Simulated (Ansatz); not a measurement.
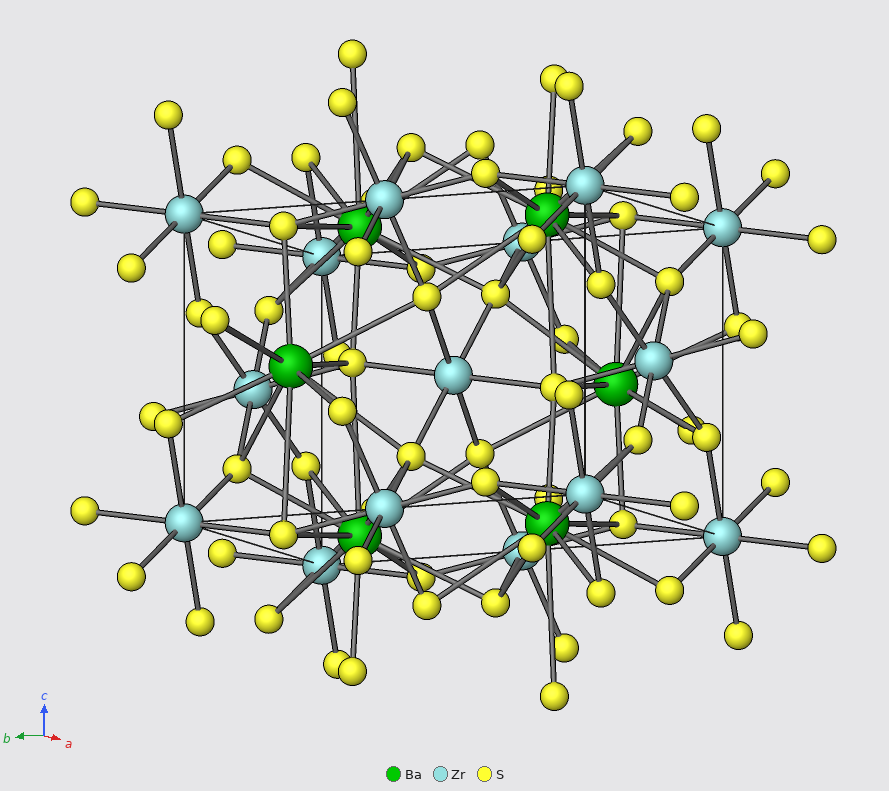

A ball-and-stick rendering, viewed from a general direction. The lines enclose the conventional unit cell; boundary atoms appear with their images. Some atoms of the next cells are drawn as well. Cell: a = 7.130 Å, b = 10.030 Å, c = 7.036 Å, α = 90.00°, β = 90.00°, γ = 90.00°.

- The formula is BaZrS$_{3}$.
- The structure has Pnma (No. 62) symmetry and a primitive orthorhombic lattice.
- With Z = 4, the cell contains 4 Ba, 4 Zr, 12 S.
- Numbers of contacts at bonding distance: Ba 10, Zr 6 and S 5 to 6 (mean 5.3).

The structure was taken from a structure listed in the Materials Project. Earlier steps of the study may have refined or changed the cell and positions. A calculation with Ansatz used it as input.
